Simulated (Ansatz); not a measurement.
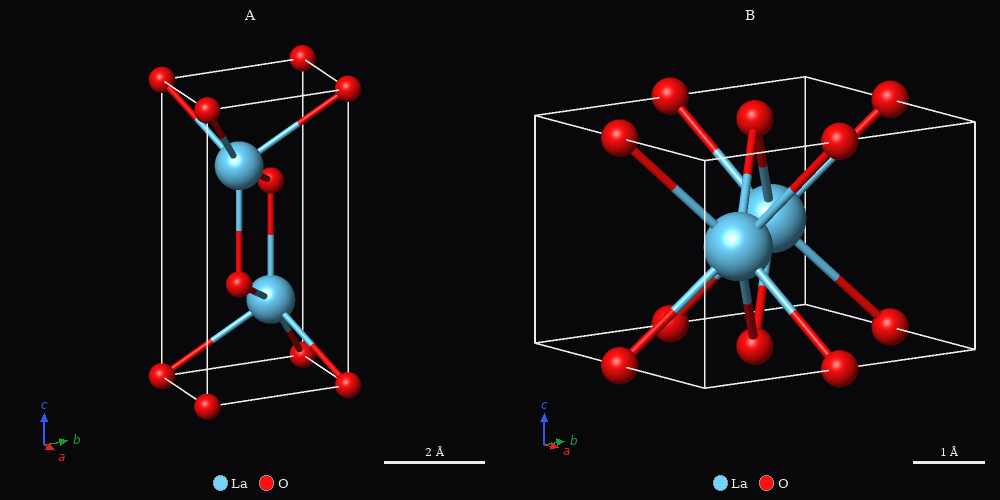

Two structures of La₂O₃, each relaxed (cell and atoms) at zero pressure; conventional cells in solid outline, small ones repeated, each panel with its own scale. Alike in all runs: Ansatz 0.2.0; functional PBEsol; potentials all-electron LAPW, scalar-relativistic; basis error allowed 0.002 eV/atom; occupations fermi-dirac, width 0.05 eV; no spin polarisation; no spin-orbit coupling. The k meshes have like spacings.

Name the structure in each panel.

Answer. A: 5 atoms a cell on a primitive hexagonal lattice, P-3m1; B: 5 atoms a cell on a primitive hexagonal lattice, P6/mmm.

Rank them by energy, lowest first.

Answer. A, then B (+249 meV/atom), static energies at zero smearing.

Collect the results in a table.

Answer.
| panel | space group | E − E(lowest) (meV/atom) | volume (Å³/atom) | gap (eV) |
| --- | --- | --- | --- | --- |
| A | P-3m1 | 0 | 16.0 | 3.78 |
| B | P6/mmm | 249 | 22.4 | 1.39 |

The starts are database entries or structure types tried for this composition, and the most stable form need not be among them. Gaps are the least found on the k-mesh, which misses some points of high symmetry; where the band edges lie there, the true gap is smaller, at times by an eV.

Caveat: semilocal functionals give gaps below the measured ones.
